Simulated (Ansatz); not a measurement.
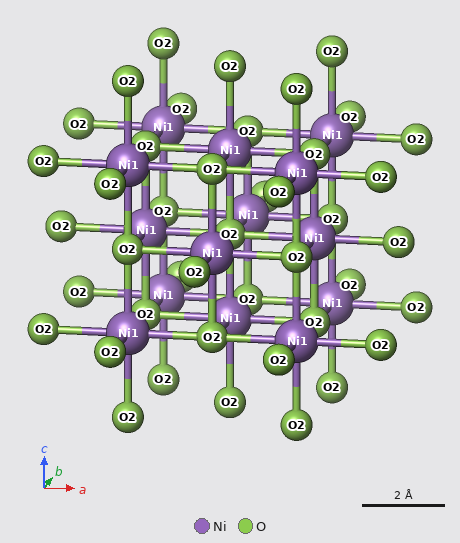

Reference structure: crystalline NiO (built on the NiO-type type). The picture is a ball-and-stick view of the conventional cell (4 times the calculation's cell), seen slightly off an axis. Lengths and directions refer to the drawn axes.

These are results of DFT PBE, spin-orbit coupling, plane waves, PAW in Ansatz, not measurements. Set-up: plane-wave cutoff 420 eV; k-point mesh 14 × 14 × 14; occupations gaussian; smearing width 0.05 eV; spin-orbit.

The variant: All lengths are scaled by −1.4 % (volume −4.0 %), the atoms keeping their fractional coordinates. No relaxation follows.

Input file:
```yaml
crystal:
  lattice:
    - [0.0, 2.0799960649, 2.0799960649]
    - [2.0799960649, 0.0, 2.0799960649]
    - [2.0799960649, 2.0799960649, 0.0]
  atoms:
    - { symbol: Ni, position: [0.0, 0.0, 0.0], spin: 1.59, spin_axis: [0.0, 0.0, 1.0] }
    - { symbol: O, position: [0.5, 0.5, 0.5] }
basis:
  ecutwfc: 420
  ecutrho_ratio: 4
kpoints:
  mp_grid: { grid: [14, 14, 14] }
hamiltonian:
  xc: pbe
scf:
  occupations: { method: gaussian, width: 0.05 }
output:
  forces: true
  stress: true
  eigenvalues: true
  populations: true
magnetization:
  noncollinear: true
  spin_orbit: true
```

Launched with:
```bash
ansatz run input.yaml --threads 4 --pin off --max-ram 7168MiB --backend cpu --events-out ev --progress --plain --runs-dir out
```

What is the effect?

Answer. It costs 8.1 meV per atom. The pressure goes from 0.0 to 7.3 GPa. All forces vanish by symmetry. The absolute magnetisation per cell goes from 1.81 to 1.70 μB (net moment 1.80 and 1.69 μB). It is metallic before and after. Some distances before and after: Ni–O 2.108 → 2.080 Å. The space group stays Fm-3m (No. 225).

The changed structure in the same view:

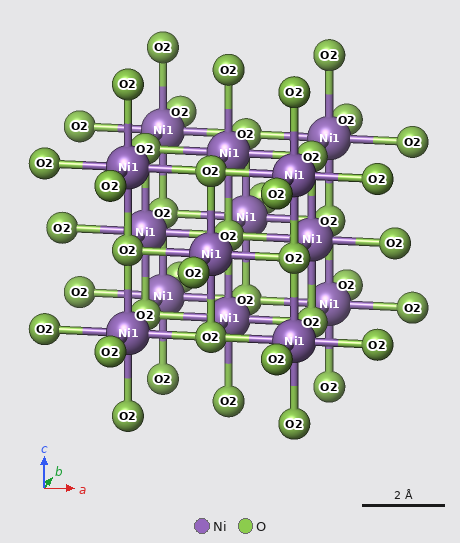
